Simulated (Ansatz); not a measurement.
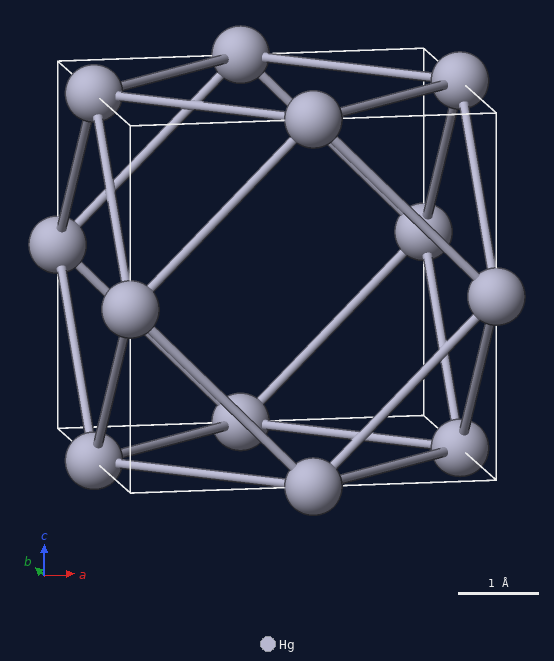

Lattice vibrations of solid Hg (a generated structure), space group Pm-3m (No. 221), at the zone centre. The picture is a ball-and-stick view of the cell of the calculation, seen slightly off an axis.

All numbers below come from DFT PBE, scalar-relativistic, plane waves, PAW (Ansatz).

The input:
```yaml
crystal:
  lattice:
    - [4.7068859, 0.0, 0.0]
    - [0.0, 4.7068859, 0.0]
    - [0.0, 0.0, 4.7068859]
  atoms:
    - { symbol: Hg, position: [0.5, 0.0, 0.0] }
    - { symbol: Hg, position: [0.0, 0.5, 0.0] }
    - { symbol: Hg, position: [0.0, 0.0, 0.5] }
basis:
  ecutwfc: 420
kpoints:
  mp_grid: { grid: [10, 10, 10] }
hamiltonian:
  xc: pbe
scf:
  occupations: { method: fermi_dirac, width: 0.15 }
output:
  eigenvalues: true
phonons:
  method: dfpt
  eigenvectors: true
  qmesh: [2, 2, 2]
  temperatures: { t_max: 1000, t_step: 100 }
  qpath:
    path:
      - [[0.0, 0.0, 0.0], [0.0, 0.5, 0.0], [0.5, 0.5, 0.0], [0.0, 0.0, 0.0], [0.5, 0.5, 0.5], [0.0, 0.5, 0.0]]
      - [[0.5, 0.5, 0.5], [0.5, 0.5, 0.0]]
    npoints: 8
```

Command:
```bash
ansatz run input.yaml --threads 1 --pin off --max-ram 3072MiB --backend cpu --events-out ev --progress --plain --runs-dir out
```

The frequencies depend somewhat on the k-mesh and the smearing.

> Which optical modes does it have, at what frequencies, and is it stable there?

The calculation's cell holds 3 atoms, so there are 6 optical modes, in 2 levels. The optical modes span T₂u + T₁u. No level is unstable.

| level | symmetry | frequency (cm⁻¹) | activity |
| --- | --- | --- | --- |
| 1 | T₂u | 20 | silent |
| 2 | T₁u | 51 | infrared-active |

The crystal is a metal, so free carriers screen the infrared response.

The displacement patterns (one member of each degenerate set):

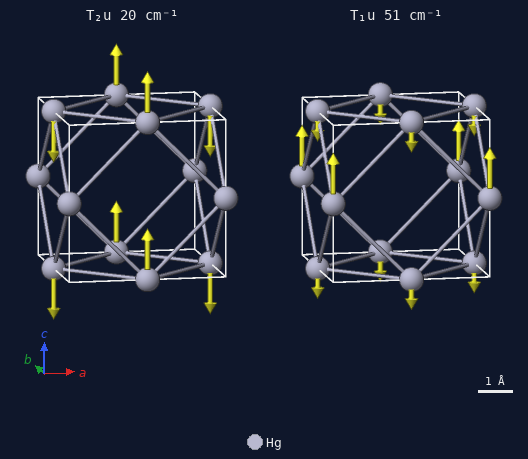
